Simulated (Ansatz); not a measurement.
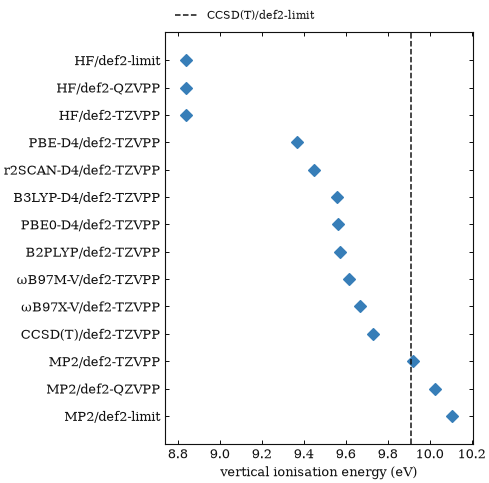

Vertical ionisation energy of C₂H₂Cl₂, SMILES Cl/C=C\Cl, taken as the energy of the cation less that of the neutral at fixed geometry (unrestricted doublet cation, cores frozen in correlated methods, no spin-orbit coupling), the Ansatz code, at a PBE0-D4/def2-TZVP geometry (a minimum by its frequencies). Limit means an estimate of the basis limit from triple and quadruple zeta; for coupled cluster it is either extrapolated directly or built as the MP2 limit plus the step from MP2 in triple zeta. B2PLYP/def2-TZVPP holds a correlation term that converges slowly with the basis, so part of the distance to the limit is basis error. The distance of CCSD(T)/def2-TZVPP, MP2/def2-TZVPP and MP2/def2-QZVPP to the limit includes basis error.

Question: Which level comes closest to the line (CCSD(T)/def2-limit), and which misses most?

Answer: Closest MP2/def2-TZVPP (9.92 eV), against 9.91 eV; farthest HF/def2-limit (8.84 eV).

Question: Give the values.

Answer:
| level | eV | less CCSD(T)/def2-limit |
| --- | --- | --- |
| HF/def2-limit | 8.84 | −1.07 |
| HF/def2-QZVPP | 8.84 | −1.07 |
| HF/def2-TZVPP | 8.84 | −1.07 |
| PBE-D4/def2-TZVPP | 9.37 | −0.54 |
| r2SCAN-D4/def2-TZVPP | 9.45 | −0.46 |
| B3LYP-D4/def2-TZVPP | 9.56 | −0.36 |
| PBE0-D4/def2-TZVPP | 9.56 | −0.35 |
| B2PLYP/def2-TZVPP | 9.57 | −0.34 |
| ωB97M-V/def2-TZVPP | 9.61 | −0.30 |
| ωB97X-V/def2-TZVPP | 9.67 | −0.25 |
| CCSD(T)/def2-TZVPP | 9.73 | −0.19 |
| MP2/def2-TZVPP | 9.92 | 0.01 |
| MP2/def2-QZVPP | 10.03 | 0.11 |
| MP2/def2-limit | 10.10 | 0.19 |
| CCSD(T)/def2-limit | 9.91 | 0.00 |
